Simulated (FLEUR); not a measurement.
**Energy of NaCl along an even scaling of the cell**

System: NaCl (2 atoms in the cell).
Method: Kohn-Sham DFT of a periodic cell, PBE, all-electron, no spin polarisation (FLEUR MaX-R8.1 (later development tree)).

The 7 runs differ only in the geometry, by an even scaling of the cell at fixed fractional positions. The structure derives from a Materials Project entry.

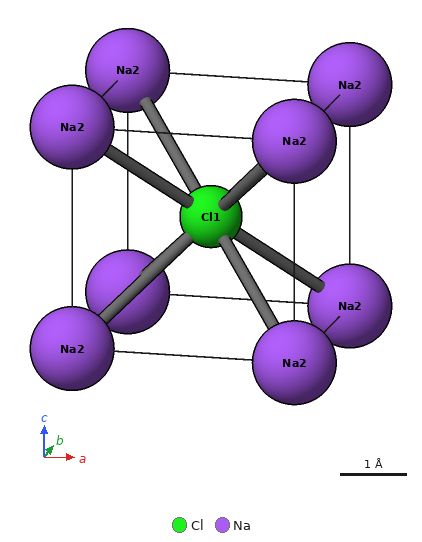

Figure 1. The structure of run 4 (ball-and-stick view of the cell of the calculation, seen slightly off an axis; atoms are numbered from 1 in the order of the input).

## Input of run 4
```
<?xml version="1.0" encoding="UTF-8" standalone="no"?>
<fleurInput fleurInputVersion="0.39">
   <comment>
      NaCl                                                                                                
   </comment>
   <calculationSetup>
      <cutoffs Kmax="4.1" Gmax="12.7" GmaxXC="12.7" numbands="0"/>
      <scfLoop itmax="60" minDistance="0.00001" maxIterBroyd="15" imix="Anderson" alpha="0.05" precondParam="0.0" spinf="2.0" sdNocoIR="T"/>
      <coreElectrons ctail="T" frcor="F" kcrel="0" coretail_lmax="0"/>
      <xcFunctional name="pbe" relativisticCorrections="F"/>
      <magnetism jspins="1"/>
      <soc l_soc="F" theta="0.0" phi="0.0" spav="F"/>
      <expertModes spex="0" secvar="F"/>
      <geometryOptimization l_f="T" forcealpha="1.0" forcemix="BFGS" epsdisp="0.0005" epsforce="0.0002"/>
      <ldaU l_linMix="F" mixParam="0.05" spinf="1.0"/>
   </calculationSetup>
   <cell>
      <bzIntegration valenceElectrons="16.0" mode="hist" fermiSmearingEnergy="0.00183747">
         <kPointListSelection listName="default-1"/>
         <!-- k-points included here -->
         <xi:include xmlns:xi="http://www.w3.org/2001/XInclude" href="kpts.xml"> </xi:include>
      </bzIntegration>
      <!-- symmetry operations included here -->
      <xi:include xmlns:xi="http://www.w3.org/2001/XInclude" href="sym.xml"> </xi:include>
      <bulkLattice scale="1.0">
         <bravaisMatrix>
            <row-1>    6.6181799363128739     0.0000000000000000     0.0000000000000000</row-1>
            <row-2>    0.0000000000000000     6.6181799363128739     0.0000000000000000</row-2>
            <row-3>    0.0000000000000000     0.0000000000000000     6.6181799363128739</row-3>
         </bravaisMatrix>
      </bulkLattice>
   </cell>
   <atomSpecies>
      <species name="Chlorine (Cl)" element="Cl" atomicNumber="17">
         <mtSphere radius="2.57" gridPoints="877" logIncrement="0.014"/>
         <atomicCutoffs lmax="11" lnonsphr="8"/>
         <electronConfig flipSpins="F">
            <coreConfig>(1s1/2) (2s1/2) (2p1/2) (2p3/2)</coreConfig>
            <valenceConfig>(3s1/2) (3p1/2) (3p3/2)</valenceConfig>
            <stateOccupation state="(3p1/2)" spinUp="0.833333" spinDown="0.833333"/>
            <stateOccupation state="(3p3/2)" spinUp="1.666667" spinDown="1.666667"/>
         </electronConfig>
         <energyParameters s="3" p="3" d="3" f="4"/>
         <lo type="SCLO" l="0" n="3" eDeriv="2"/>
         <lo type="SCLO" l="1" n="3" eDeriv="2"/>
         <lo type="SCLO" l="2" n="3" eDeriv="2"/>
         <lo type="SCLO" l="3" n="4" eDeriv="2"/>
      </species>
      <species name="Sodium (Na)" element="Na" atomicNumber="11">
         <mtSphere radius="2.57" gridPoints="877" logIncrement="0.013"/>
         <atomicCutoffs lmax="11" lnonsphr="8"/>
         <electronConfig flipSpins="F">
            <coreConfig>(1s1/2)</coreConfig>
            <valenceConfig>(2s1/2) (2p1/2) (2p3/2) (3s1/2)</valenceConfig>
            <stateOccupation state="(3s1/2)" spinUp="0.500000" spinDown="0.500000"/>
         </electronConfig>
         <energyParameters s="3" p="2" d="3" f="4"/>
         <lo type="SCLO" l="0" n="2" eDeriv="0"/>
         <lo type="HELO" l="1" n="3" eDeriv="0"/>
         <lo type="HELO" l="1" n="3" eDeriv="1"/>
         <lo type="SCLO" l="2" n="3" eDeriv="2"/>
         <lo type="SCLO" l="3" n="4" eDeriv="2"/>
      </species>
   </atomSpecies>
   <atomGroups>
      <atomGroup species="Chlorine (Cl)">
         <relPos label="                   1">1.000/2.000 1.000/2.000 1.000/2.000</relPos>
         <force calculate="T" relaxXYZ="TTT"/>
      </atomGroup>
      <atomGroup species="Sodium (Na)">
         <relPos label="                   2">.0000000000 .0000000000 .0000000000</relPos>
         <force calculate="T" relaxXYZ="TTT"/>
      </atomGroup>
   </atomGroups>
   <output dos="F" band="F" slice="F">
      <checks vchk="F" cdinf="F"/>
      <bandDOS minEnergy="-.5*Htr" maxEnergy="0.5*Htr" sigma="0.015" storeEVData="T"/>
      <vacuumDOS vacdos="F" integ="F" star="F" nstars="0" locx1="0.0" locy1="0.0" locx2="0.0" locy2="0.0" nstm="0" tworkf="0.0"/>
      <unfoldingBand unfoldBand="F" supercellX="1" supercellY="1" supercellZ="1"/>
      <plotting iplot="0" polar="F">
         <plot TwoD="T" vec1="  1.0  0.0  0.0" vec2="  0.0  1.0  0.0" vec3="  0.0  0.0  1.0" zero="  0.0  0.0  0.0" file="plot"/>
      </plotting>
      <chargeDensitySlicing numkpt="0" minEigenval="0.0" maxEigenval="0.0" nnne="0" pallst="F"/>
      <specialOutput eonly="F"/>
      <moessbauerParams electricFieldGradient="T" isomerShift="T" coreHyperfine="T" valenceHyperfine="T"/>
      <magneticCircularDichroism mcd="F" energyLo="-10.0" energyUp="0.0"/>
   </output>
  <!-- We include the file relax.xml here to enable relaxations (see documentation) -->
  <xi:include xmlns:xi="http://www.w3.org/2001/XInclude" href="relax.xml"> <xi:fallback/> </xi:include>
</fleurInput>
```

Command:
```bash
inpgen -f crystal.txt -profile fastHighL; fleur_MPI
```

Run 2 has the same physical settings and fractional positions; its lattice vectors (Å) are:
```
   3.454857    0.000000    0.000000
   0.000000    3.454857    0.000000
   0.000000    0.000000    3.454857
```

## Results, with one run withheld

| run | volume per atom (Å³) | free energy per atom, from the lowest run given (meV) | gap on the mesh (eV) |
| --- | --- | --- | --- |
| 1 | 20.189 | 8.10 | 4.20 |
| 2 | 20.619 | ? | ? |
| 3 | 21.048 | 1.06 | 4.05 |
| 4 | 21.478 | 0.00 | 3.98 |
| 5 | 21.907 | 0.35 | 3.91 |
| 6 | 22.337 | 1.96 | 3.85 |
| 7 | 22.766 | 4.70 | 3.79 |

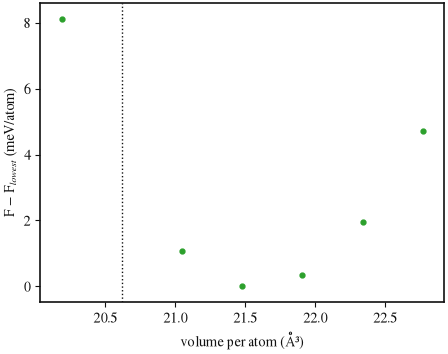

Figure 2. Free energy per atom of the runs given; the dotted line marks run 2.

Fit the runs given and predict run 2.

A cubic polynomial in V^(−2/3) (the Birch–Murnaghan form), fitted to the 6 runs given, misses them by under 0.01 meV per atom. With x = V^(−2/3) − 0.12896 Å⁻², it reads F = −0.038582 − 25.704 x + 2.3399e+05 x² + 5.3487e+05 x³ (meV per atom). At run 2 it gives 3.69 meV per atom, and the run itself gives 3.69. The fit has its minimum at 21.579 Å³ per atom, where V d²F/dV² gives 25.7 GPa: the bulk modulus at this level, since symmetry fixes the shape and the positions. The gap on the mesh goes, without turning, from 4.20 eV in run 1 to 3.79 eV in run 7; run 2 has 4.12 eV. These are gaps of this functional on this mesh, which can miss the band edges; they aren't the measured gap.

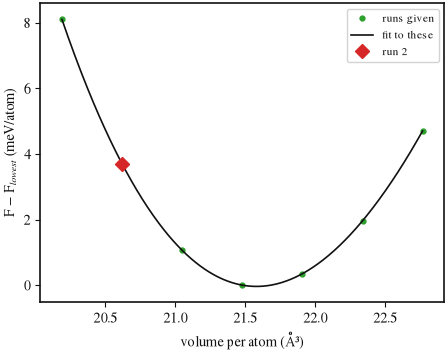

Figure 3. The fit and the withheld run.

## Output (run 2)
```
Welcome to FLEUR        (www.flapw.de)
      MaX-Release 8.1          (www.max-centre.eu)

 ========== k-point set info ==========
 Selected k-point list: default-1
 k-point list type: mesh
 8 x 8 x 8
 Number of k points: 35

 ------------Calculation Setup---------------------------
 Number of MPI-tasks      :            1
 Number of PE/node        :            1
 Number of OMP-threads    :            1
 Most efficient MPI parallelization for:
           1           5           7          35
 Additional eigenvalue parallelization possible
 Number of basis functions:          411
 Approximate size of matrices (H+S) per k-point:         0.003 GB
 --------------------------------------------------------

 Iteration:     1   Distance:       5.06331739 me/bohr^3

 Iteration:     2   Distance:       4.51273398 me/bohr^3

 Iteration:     3   Distance:       1.78755883 me/bohr^3

 Iteration:     4   Distance:       0.70831211 me/bohr^3

 Iteration:     5   Distance:       0.38478286 me/bohr^3

 Iteration:     6   Distance:       0.20787742 me/bohr^3

 Iteration:     7   Distance:       0.05181493 me/bohr^3

 Iteration:     8   Distance:       0.02659774 me/bohr^3

 Iteration:     9   Distance:       0.02336607 me/bohr^3

 Iteration:    10   Distance:       0.00131225 me/bohr^3

 Iteration:    11   Distance:       0.00052941 me/bohr^3

 Iteration:    12   Distance:       0.00008077 me/bohr^3

 Iteration:    13   Distance:       0.00000988 me/bohr^3

 ********************************************************************
 Run finished successfully
 Stop message:
   all done
 ********************************************************************
```
